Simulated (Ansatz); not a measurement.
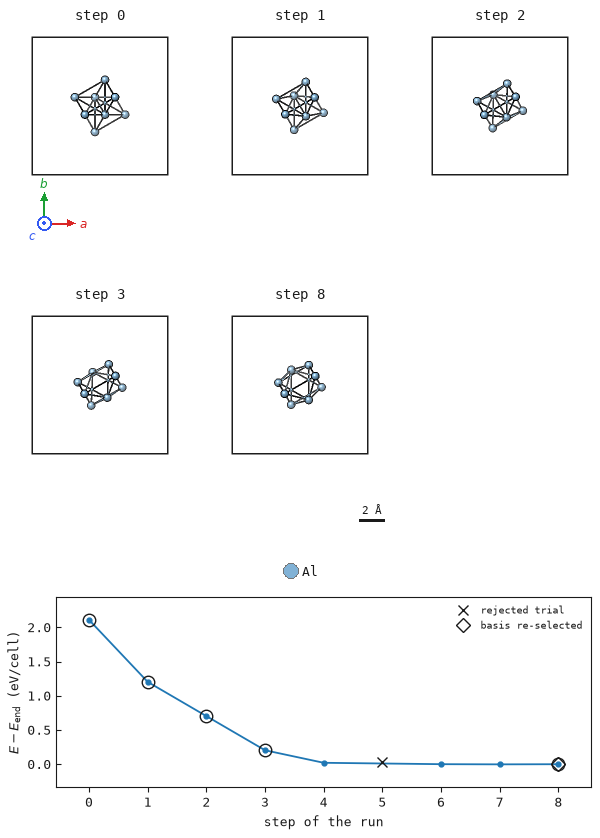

Frames of a relaxation of a wire of composition Al, marked on the history of the run. The picture is a ball-and-stick view of the cell of the calculation, with the vacuum cut short, seen along the c axis.

Case: wire along [1 1 1], 8 atoms a period.

Computed with DFT PBE, scalar-relativistic, plane waves, PAW in Ansatz 0.2.0. Settings: plane-wave cutoff 420 eV; k-point mesh 1 × 1 × 8; occupations gaussian; smearing width 0.05 eV; no spin polarisation; cell relaxed at fixed a, b, alpha, beta, gamma; force threshold 0.02 eV/Å; at most 45 steps.

Question: Describe the path.

Answer: After 6 accepted moves (8 points after the start) the energy has fallen by 2.110 eV per cell of the calculation. Largest force component: 0.58 eV/Å at the start, 0.012 eV/Å at the end. The line search rejected the trial step at point 5 of the run. The SCF was repeated once at an unchanged geometry on a basis and grid sized afresh for the cell, which shifted the energy by 2.0 meV per cell of the calculation at most. The largest moves relative to the layer's centre, 0.64 Å, are those of Al atoms. Along the periodic axis the drawn cell goes c 7.000 → 6.251 Å (−10.7 %). Among the contacts that change: Al–Al 4.041 → 2.674 Å, Al–Al 2.858 → 3.783 Å, Al–Al 2.858 → 2.519 Å, Al–Al 2.858 → 2.551 Å. Bond angles that change, for instance: Al–Al–Al 180.0° → 140.2°, Al–Al–Al 90.0° → 58.4°, Al–Al–Al 60.0° → 87.8°. The run took 32 s on 4 threads of Arm Neoverse V2 (shared host), peak memory 1.3 GiB. From step 0 to 1: Al atoms move most (0.19 Å), energy −0.907 eV per cell of the calculation. From step 1 to 2: Al atoms move most (0.19 Å), energy −0.500 eV per cell of the calculation. From step 2 to 3: Al atoms move most (0.20 Å), energy −0.499 eV per cell of the calculation. From step 3 to 8: Al atoms move most (0.26 Å), energy −0.204 eV per cell of the calculation.

```csv
step,"E − E(0), meV/atom","largest force component, eV/Å",note
0,0.00,0.5832,
1,-113.34,0.4488,
2,-175.85,0.8960,
3,-238.28,0.4809,
4,-261.17,0.1413,
5,-260.58,0.2645,rejected
6,-263.72,0.0506,
7,-264.02,0.0125,
8,-263.77,0.0121,"same geometry, new basis"
```

Limits of the set-up: the k-point mesh is coarse for a cell with partly filled bands.
